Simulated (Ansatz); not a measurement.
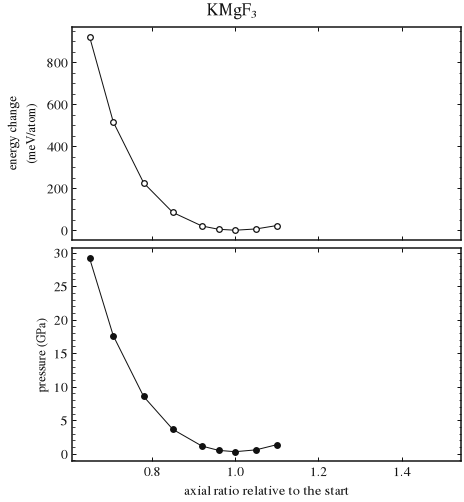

The figure shows the energy change and pressure against relative axial ratio for KMgF₃, space group Pm-3m (No. 221).

The given structure:
```yaml
crystal:
  lattice:
    - [3.98590, 0.00000, 0.00000]
    - [0.00000, 3.98590, 0.00000]
    - [0.00000, 0.00000, 3.98590]
  atoms:
    - { symbol: K, position: [0.50000, 0.50000, 0.50000] }
    - { symbol: Mg, position: [0.00000, 0.00000, 0.00000] }
    - { symbol: F, position: [0.50000, 0.00000, 0.00000] }
    - { symbol: F, position: [0.00000, 0.50000, 0.00000] }
    - { symbol: F, position: [0.00000, 0.00000, 0.50000] }
```

Calculation (Ansatz 0.2.0): deformation of a crystal at fixed volume, lengths along the axis scaled against those across it, fractional coordinates fixed, by plane-wave density functional theory with PAW datasets, free energies less that of the undisturbed cell, pressure positive in compression; scalar-relativistic. Level: PBEsol, no spin polarisation.

- wave cutoff: 420 eV
- k mesh: 6×6×6
- occupations: Gaussian
- smearing width: 0.05 eV
- k shift: (0, 0, 0) (mesh steps)
- start: as given
- path: tetragonal
- axis direction: (0, 0, 1) (Cartesian unit vector)

The points at relative axial ratio 1.200, 1.300, 1.414 and 1.500 are left out of the plot. What values does the calculation give there?

```
axial ratio relative to the start  energy change (meV/atom)  pressure (GPa)
                            1.200                        78             4.1
                            1.300                       159             8.1
                            1.414                       278            14.0
                            1.500                       386            19.1
```

Keep in mind: reference crystal is not relaxed.
